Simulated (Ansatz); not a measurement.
Ir (Fd-3m, No. 227): the input geometry of a calculation; the starting structure was generated, so it need not be a known form of this composition.

```cif
data_structure
_symmetry_space_group_name_H-M 'Fd-3m:1'
_symmetry_Int_Tables_number 227
_cell_length_a 5.5271
_cell_length_b 5.5271
_cell_length_c 5.5271
_cell_angle_alpha 90.000
_cell_angle_beta 90.000
_cell_angle_gamma 90.000
_cell_volume 168.85
loop_
_atom_site_label
_atom_site_type_symbol
_atom_site_symmetry_multiplicity
_atom_site_Wyckoff_symbol
_atom_site_fract_x
_atom_site_fract_y
_atom_site_fract_z
_atom_site_occupancy
Ir1 Ir 8 b 0.25000 0.25000 0.75000 1
```

What will a dark-field STEM-like image along [211] show? Simulation: incoherent imaging, intensity Z^1.8 per atom, probe width 0.50 Å, thin sample. The probe carries 15 % of its weight in a tail 2.5 times as wide. A slight drift and the speckle of an amorphous layer were added.

Answer. The columns repeat on a rectangular net of 1.95 × 3.19 Å (plane group p2mm). All columns are alike (Ir). The shortest distance between visible columns is 0.80 Å in projection. Along the beam the structure repeats every 6.77 Å.

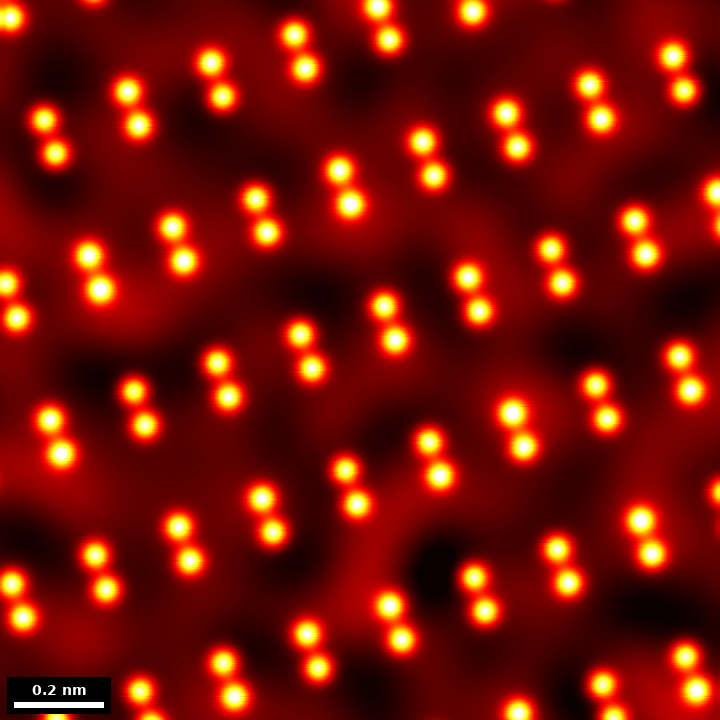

The simulated image.
